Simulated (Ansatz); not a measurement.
## GaN: a failed or faulty run and its cure

System: GaN (P6₃mc, 36 atoms in the cell).
Method of the first run: DFT, LDA, plane waves, PAW, Ueff = 20 eV on N p, no spin polarisation (Ansatz 0.2.0).

The structure derives from a Materials Project entry. Some settings of this run were made unusual or wrong on purpose. Text and figures count atoms from 1; the logs count them from 0 in places.

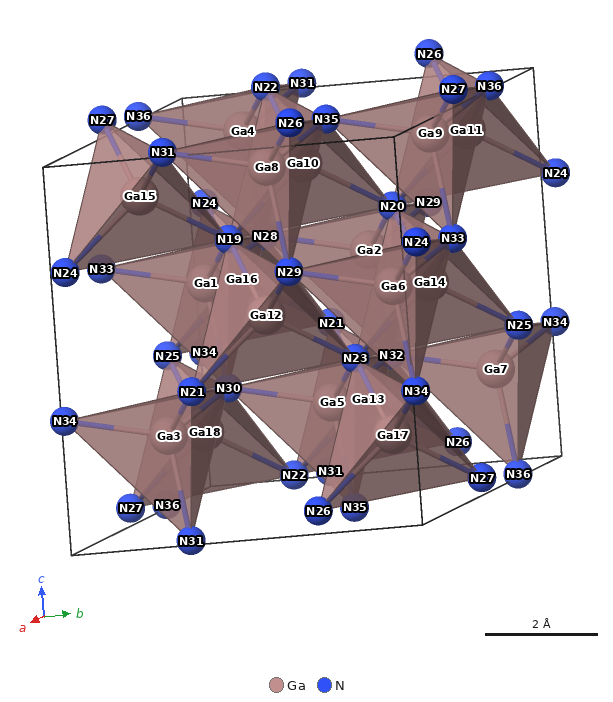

The structure as given in the input (polyhedral view of the cell of the calculation, seen slightly off an axis; polyhedra are completed across the faces of the cell; atoms are numbered from 1 in the order of the input).

### The input, the first run
```yaml
crystal:
  lattice:
    - [4.7276984762, -2.7295379879, 5.1384824027]
    - [0.0, 5.4590759758, 5.1384824027]
    - [-4.7276984762, -2.7295379879, 5.1384824027]
  atoms:
    - { symbol: Ga, position: [0.6108769884, 0.2775436551, 0.6108769884] }
    - { symbol: Ga, position: [0.2775436551, 0.6108769884, 0.6108769884] }
    - { symbol: Ga, position: [0.9442103218, 0.2775436551, 0.2775436551] }
    - { symbol: Ga, position: [0.2775436551, 0.2775436551, 0.9442103218] }
    - { symbol: Ga, position: [0.6108769884, 0.6108769884, 0.2775436551] }
    - { symbol: Ga, position: [0.9442103218, 0.9442103218, 0.6108769884] }
    - { symbol: Ga, position: [0.2775436551, 0.9442103218, 0.2775436551] }
    - { symbol: Ga, position: [0.9442103218, 0.6108769884, 0.9442103218] }
    - { symbol: Ga, position: [0.6108769884, 0.9442103218, 0.9442103218] }
    - { symbol: Ga, position: [0.5553214329, 0.5553214329, 0.8886547662] }
    - { symbol: Ga, position: [0.2219880995, 0.8886547662, 0.8886547662] }
    - { symbol: Ga, position: [0.8886547662, 0.5553214329, 0.5553214329] }
    - { symbol: Ga, position: [0.2219880995, 0.5553214329, 0.2219880995] }
    - { symbol: Ga, position: [0.5553214329, 0.8886547662, 0.5553214329] }
    - { symbol: Ga, position: [0.8886547662, 0.2219880995, 0.8886547662] }
    - { symbol: Ga, position: [0.2219880995, 0.2219880995, 0.5553214329] }
    - { symbol: Ga, position: [0.8886547662, 0.8886547662, 0.2219880995] }
    - { symbol: Ga, position: [0.5553214329, 0.2219880995, 0.2219880995] }
    - { symbol: "N", position: [0.7363452338, 0.4030119005, 0.7363452338] }
    - { symbol: "N", position: [0.4030119005, 0.7363452338, 0.7363452338] }
    - { symbol: "N", position: [0.0696785671, 0.4030119005, 0.4030119005] }
    - { symbol: "N", position: [0.4030119005, 0.4030119005, 0.0696785671] }
    - { symbol: "N", position: [0.7363452338, 0.7363452338, 0.4030119005] }
    - { symbol: "N", position: [0.0696785671, 0.0696785671, 0.7363452338] }
    - { symbol: "N", position: [0.4030119005, 0.0696785671, 0.4030119005] }
    - { symbol: "N", position: [0.0696785671, 0.7363452338, 0.0696785671] }
    - { symbol: "N", position: [0.7363452338, 0.0696785671, 0.0696785671] }
    - { symbol: "N", position: [0.3474563449, 0.3474563449, 0.6807896782] }
    - { symbol: "N", position: [0.0141230116, 0.6807896782, 0.6807896782] }
    - { symbol: "N", position: [0.6807896782, 0.3474563449, 0.3474563449] }
    - { symbol: "N", position: [0.0141230116, 0.3474563449, 0.0141230116] }
    - { symbol: "N", position: [0.3474563449, 0.6807896782, 0.3474563449] }
    - { symbol: "N", position: [0.6807896782, 0.0141230116, 0.6807896782] }
    - { symbol: "N", position: [0.0141230116, 0.0141230116, 0.3474563449] }
    - { symbol: "N", position: [0.6807896782, 0.6807896782, 0.0141230116] }
    - { symbol: "N", position: [0.3474563449, 0.0141230116, 0.0141230116] }
basis:
  ecutwfc: 420
  xc_grid: 2
kpoints:
  mp_grid: { grid: [2, 2, 2], shift: [0.5, 0.5, 0.5] }
hamiltonian:
  xc: lda
  hubbard: { sites: [{ species: "N", l: p, u_eff: 20.0 }] }
scf:
  occupations: { method: gaussian, width: 0.01 }
  max_iter: 75
output:
  forces: true
  eigenvalues: true
  stress: true
```

Launched with:
```bash
ansatz run input.yaml --threads 4 --pin off --max-ram 8192MiB --backend cpu --events-out ev --progress --plain --runs-dir out
```

Hardware: 4 threads of AMD EPYC (Zen 3), 189 GiB of memory available, shared host.

### Output, shortened to warnings, some set-up lines, iterations and results (the first run)
```
Basis set: ecut = 420 eV, 7793 PW (Γ), exchange–correlation on 108×108×108 points (8 copies of the dense FFT grid, shifted against one another)
Symmetry: 54 space group operations
k-points: 2 of 8 (time reversal used)
Initial density: superposition of atomic densities (chi_scale 0.1, normalization cell, long waves of neutral atoms under a Hubbard term (reshape's long-wave potential 0.00 eV rms, cloud 1.93 Å wide))
[...]
SCF iter   1: F=—  HF=-73219.515149 eV  |F-HF|=—  |Δ(HF+E_count)|=         —  Δρ=9.99e-2  dr2=3.88e1  ethr=3.10e-3  ⟨swp⟩=6.0  Hψ=1324  notcnv=0  defer=2
SCF iter   2: F=—  HF=-73266.020666 eV  |F-HF|=—  |Δ(HF+E_count)|=    4.65e1  Δρ=7.04e-2  dr2=2.19e1  ethr=3.10e-3  ⟨swp⟩=2.0  Hψ=791  notcnv=0  defer=59
SCF iter   3: F=—  HF=-73282.940448 eV  |F-HF|=—  |Δ(HF+E_count)|=    1.69e1  Δρ=2.80e-2  dr2=1.81e0  ethr=3.10e-3  ⟨swp⟩=3.5  Hψ=955  notcnv=0  defer=63
SCF iter   4: F=—  HF=-73283.043347 eV  |F-HF|=—  |Δ(HF+E_count)|=   1.03e-1  Δρ=9.39e-3  dr2=2.02e-1  ethr=5.59e-4  ⟨swp⟩=3.0  Hψ=732  notcnv=0  defer=63
SCF iter   5: F=—  HF=-73283.031084 eV  |F-HF|=—  |Δ(HF+E_count)|=   1.23e-2  Δρ=3.86e-3  dr2=7.37e-2  ethr=6.24e-5  ⟨swp⟩=3.5  Hψ=739  notcnv=0  defer=59
SCF iter   6: F=—  HF=-73283.025073 eV  |F-HF|=—  |Δ(HF+E_count)|=   6.01e-3  Δρ=8.13e-4  dr2=3.12e-3  ethr=2.28e-5  ⟨swp⟩=2.5  Hψ=521  notcnv=0  defer=59
SCF iter   7: F=—  HF=-73283.025998 eV  |F-HF|=—  |Δ(HF+E_count)|=   9.24e-4  Δρ=1.89e-4  dr2=1.54e-4  ethr=9.63e-7  ⟨swp⟩=2.0  Hψ=491  notcnv=0  defer=59
SCF iter   8: F=—  HF=-73283.025997 eV  |F-HF|=—  |Δ(HF+E_count)|=   8.17e-7  Δρ=3.05e-5  dr2=3.18e-6  ethr=4.75e-8  ⟨swp⟩=2.5  Hψ=661  notcnv=0  defer=59
SCF iter   9: F=—  HF=-73283.025406 eV  |F-HF|=—  |Δ(HF+E_count)|=   5.91e-4  Δρ=4.13e-6  dr2=6.15e-8  ethr=3.09e-11  ⟨swp⟩=10.0  Hψ=2113  notcnv=0
SCF iter  10: F=-73283.025406 eV  HF=-73283.025406 eV  |F-HF|=5.46e-8  |Δ(HF+E_count)|=   1.83e-8  Δρ=2.56e-6  dr2=1.52e-8  ethr=1.90e-11  ⟨swp⟩=2.5  Hψ=1357  notcnv=0
SCF 1 converged in 10 iterations: F = -73283.025406 eV  dr2 = 1.52e-8
SCF converged after 10 iterations
Free energy (F): -73283.025406 eV
Harris-Foulkes:  -73283.025406 eV  (|F-HF|=5.46e-8)
Internal energy: -73283.025406 eV  (E = F + TS)
E sigma→0 (E₀):  -73283.025406 eV
Fermi energy:    9.630970 eV
--- Per-component energies (eV) ---
  E_band       = -525.138330
  E_kinetic    = 4599.946198
  E_local      = -34939.757470  (includes V_loc(G=0)·N_el)
  E_nonlocal   = 8665.973230
  E_hartree    = 16106.195182
  E_xc         = -2284.392311
  E_vxc        = -2400.456394  (∫ρ·V_xc dr)
  E_hubbard    = 169.747799  (on-site DFT+U / exact-exchange correction)
  E_vhub       = -529.550286  (the Hubbard potential's part of the band-sum identity)
  E_paw        = -36756.331656  (= ΣΔE_a)
  E_vpaw       = -8133.682418  (= ΣTr[D̂ρ^β])
  E_aug_tail   = 0.000566  (compensation charges beyond the density's cutoff)
  E_ewald      = -28876.960374
  E_core_change = 32.553431  (= ΣΔE_core)
  E_smearing   = -0.000000  (= −TS)
  E_closure    = -0.000000  (closes the sum)
  Σ components = -73283.025406   (vs F -73283.025406, Δ=0.00e0)
--- Forces (eV/Å), atoms counted from 1 ---
  atom   1  Ga    -0.00000000    -0.00000000    -0.11052452
  atom   2  Ga    -0.00000000    -0.00000000    -0.11052452
  atom   3  Ga    -0.00000000    -0.00000000    -0.11052452
  atom   4  Ga    -0.00000000    -0.00000000    -0.11052452
  atom   5  Ga    -0.00000000    -0.00000000    -0.11052452
  atom   6  Ga    -0.00000000    -0.00000000    -0.11052452
  atom   7  Ga    -0.00000000    -0.00000000    -0.11052452
  atom   8  Ga    -0.00000000    -0.00000000    -0.11052452
  atom   9  Ga    -0.00000000    -0.00000000    -0.11052452
  atom  10  Ga    -0.00000000    -0.00000000    -0.11075798
  atom  11  Ga    -0.00000000    -0.00000000    -0.11075798
  atom  12  Ga    -0.00000000    -0.00000000    -0.11075798
  atom  13  Ga    -0.00000000     0.00000000    -0.11075798
  atom  14  Ga    -0.00000000     0.00000000    -0.11075798
  atom  15  Ga    -0.00000000     0.00000000    -0.11075798
  atom  16  Ga    -0.00000000    -0.00000000    -0.11075798
  atom  17  Ga    -0.00000000     0.00000000    -0.11075798
  atom  18  Ga    -0.00000000    -0.00000000    -0.11075798
  atom  19  N      0.00000000    -0.00000000     0.11059258
  atom  20  N      0.00000000    -0.00000000     0.11059258
  atom  21  N      0.00000000    -0.00000000     0.11059258
  atom  22  N      0.00000000    -0.00000000     0.11059258
  atom  23  N      0.00000000    -0.00000000     0.11059258
  atom  24  N      0.00000000    -0.00000000     0.11059258
  atom  25  N      0.00000000    -0.00000000     0.11059258
  atom  26  N      0.00000000     0.00000000     0.11059258
  atom  27  N      0.00000000    -0.00000000     0.11059258
[...]
```

What went wrong, and how is the input to be mended?

Answer. This input holds a deliberate fault: an enormous or negative U (`hamiltonian.hubbard`). Such a U drives the occupations to unphysical values. The run converged all the same; its numbers are those of the faulty input and shouldn't be used.

A run of the same system that converges differs from this input as follows (lines with − go, lines with + come):
```diff
-  hubbard: { sites: [{ species: "N", l: p, u_eff: 20.0 }] }
-  max_iter: 75
```

### Output, shortened to warnings, some set-up lines, iterations and results (the second run)
```
Basis set: ecut = 420 eV, 7793 PW (Γ), exchange–correlation on 108×108×108 points (8 copies of the dense FFT grid, shifted against one another)
Symmetry: 54 space group operations
k-points: 2 of 8 (time reversal used)
Initial density: superposition of atomic densities (neutral atoms: chi_scale 0, normalization atom), corrected by the library's trained network
[...]
SCF iter   1: F=—  HF=-73477.890075 eV  |F-HF|=—  |Δ(HF+E_count)|=         —  Δρ=1.34e-2  dr2=6.70e-1  ethr=1.77e-3  ⟨swp⟩=6.0  Hψ=1457  notcnv=0
SCF iter   2: F=—  HF=-73477.696791 eV  |F-HF|=—  |Δ(HF+E_count)|=   1.93e-1  Δρ=3.62e-3  dr2=3.03e-2  ethr=2.07e-4  ⟨swp⟩=2.0  Hψ=553  notcnv=0  defer=56
SCF iter   3: F=—  HF=-73477.688327 eV  |F-HF|=—  |Δ(HF+E_count)|=   8.46e-3  Δρ=1.59e-3  dr2=4.85e-3  ethr=9.35e-6  ⟨swp⟩=2.0  Hψ=464  notcnv=0  defer=34
SCF iter   4: F=—  HF=-73477.686642 eV  |F-HF|=—  |Δ(HF+E_count)|=   1.69e-3  Δρ=1.18e-4  dr2=3.23e-5  ethr=1.50e-6  ⟨swp⟩=2.0  Hψ=454  notcnv=0  defer=34
SCF iter   5: F=—  HF=-73477.685960 eV  |F-HF|=—  |Δ(HF+E_count)|=   6.82e-4  Δρ=4.29e-5  dr2=5.80e-6  ethr=9.97e-9  ⟨swp⟩=2.0  Hψ=664  notcnv=0  defer=34
SCF iter   6: F=—  HF=-73477.685955 eV  |F-HF|=—  |Δ(HF+E_count)|=   4.70e-6  Δρ=1.26e-5  dr2=5.02e-7  ethr=1.79e-9  ⟨swp⟩=2.0  Hψ=663  notcnv=0  defer=34
SCF iter   7: F=-73477.685955 eV  HF=-73477.685955 eV  |F-HF|=1.89e-10  |Δ(HF+E_count)|=   1.36e-8  Δρ=4.05e-6  dr2=7.25e-8  ethr=3.09e-11  ⟨swp⟩=9.0  Hψ=1607  notcnv=0
SCF 1 converged in 7 iterations: F = -73477.685955 eV  dr2 = 7.25e-8
SCF converged after 7 iterations
Free energy (F): -73477.685955 eV
Harris-Foulkes:  -73477.685955 eV  (|F-HF|=1.89e-10)
Internal energy: -73477.685955 eV  (E = F + TS)
E sigma→0 (E₀):  -73477.685955 eV
Fermi energy:    11.399269 eV
--- Per-component energies (eV) ---
  E_band       = -80.281724
  E_kinetic    = 4465.149982
  E_local      = -34732.079119  (includes V_loc(G=0)·N_el)
  E_nonlocal   = 8599.326446
  E_hartree    = 15974.634858
  E_xc         = -2308.258321
  E_vxc        = -2424.945160  (∫ρ·V_xc dr)
  E_paw        = -36632.053150  (= ΣΔE_a)
  E_vpaw       = -7937.038865  (= ΣTr[D̂ρ^β])
  E_aug_tail   = 0.000292  (compensation charges beyond the density's cutoff)
  E_ewald      = -28876.960374
  E_core_change = 32.553431  (= ΣΔE_core)
  E_smearing   = -0.000000  (= −TS)
  E_closure    = 0.000000  (closes the sum)
  Σ components = -73477.685955   (vs F -73477.685955, Δ=0.00e0)
--- Forces (eV/Å), atoms counted from 1 ---
  atom   1  Ga     0.00000000    -0.00000000     0.00049704
  atom   2  Ga     0.00000000    -0.00000000     0.00049704
  atom   3  Ga     0.00000000    -0.00000000     0.00049704
  atom   4  Ga     0.00000000    -0.00000000     0.00049704
  atom   5  Ga     0.00000000    -0.00000000     0.00049704
  atom   6  Ga     0.00000000    -0.00000000     0.00049704
  atom   7  Ga     0.00000000    -0.00000000     0.00049704
  atom   8  Ga     0.00000000    -0.00000000     0.00049704
  atom   9  Ga     0.00000000    -0.00000000     0.00049704
  atom  10  Ga     0.00000000     0.00000000     0.00000035
  atom  11  Ga    -0.00000000     0.00000000     0.00000035
  atom  12  Ga     0.00000000     0.00000000     0.00000035
  atom  13  Ga     0.00000000     0.00000000     0.00000035
  atom  14  Ga     0.00000000     0.00000000     0.00000035
  atom  15  Ga     0.00000000     0.00000000     0.00000035
  atom  16  Ga    -0.00000000     0.00000000     0.00000035
  atom  17  Ga     0.00000000     0.00000000     0.00000035
  atom  18  Ga    -0.00000000     0.00000000     0.00000035
  atom  19  N     -0.00000000    -0.00000000    -0.00175887
  atom  20  N      0.00000000    -0.00000000    -0.00175887
  atom  21  N     -0.00000000    -0.00000000    -0.00175887
  atom  22  N      0.00000000    -0.00000000    -0.00175887
  atom  23  N      0.00000000    -0.00000000    -0.00175887
  atom  24  N      0.00000000    -0.00000000    -0.00175887
  atom  25  N      0.00000000    -0.00000000    -0.00175887
  atom  26  N     -0.00000000    -0.00000000    -0.00175887
  atom  27  N      0.00000000    -0.00000000    -0.00175887
  atom  28  N      0.00000000     0.00000000     0.00126469
  atom  29  N     -0.00000000     0.00000000     0.00126469
  atom  30  N      0.00000000     0.00000000     0.00126469
[...]
```

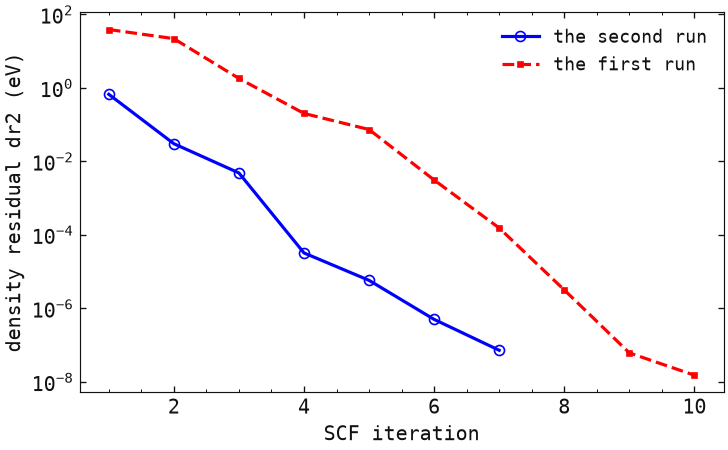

Convergence of the two runs: density residual dr2 against the SCF iteration. The second run takes 7 iterations in all, and the first run takes 10.

### The two runs side by side

```csv
quantity,the first run,the second run
outcome,converged,converged
free energy per atom (eV),−2035.6396,−2041.0468
gap on the mesh (eV),7.74,3.45
pressure (GPa),−22.12,0.01
largest force (eV/Å),0.111,0.002
SCF iterations,10,7
irreducible k-points,2,2
plane waves at Γ,7793,7793
wall time (shared host),20 s,11 s
```

The total energies belong to different models, so their difference says nothing on which is more stable or more accurate. The gap on the mesh goes from 7.74 to 3.45 eV. The pressure goes from −22.12 to 0.01 GPa. The largest force goes from 0.111 to 0.002 eV/Å. U penalises partly filled orbitals: filled states of the shell move down and empty ones up, so the larger U gives the wider gap. The SCF takes 7 iterations against 10. On the same kind of shared host the second run took about 0.54 times as long. The two runs start from different initial densities, which also moves the count.
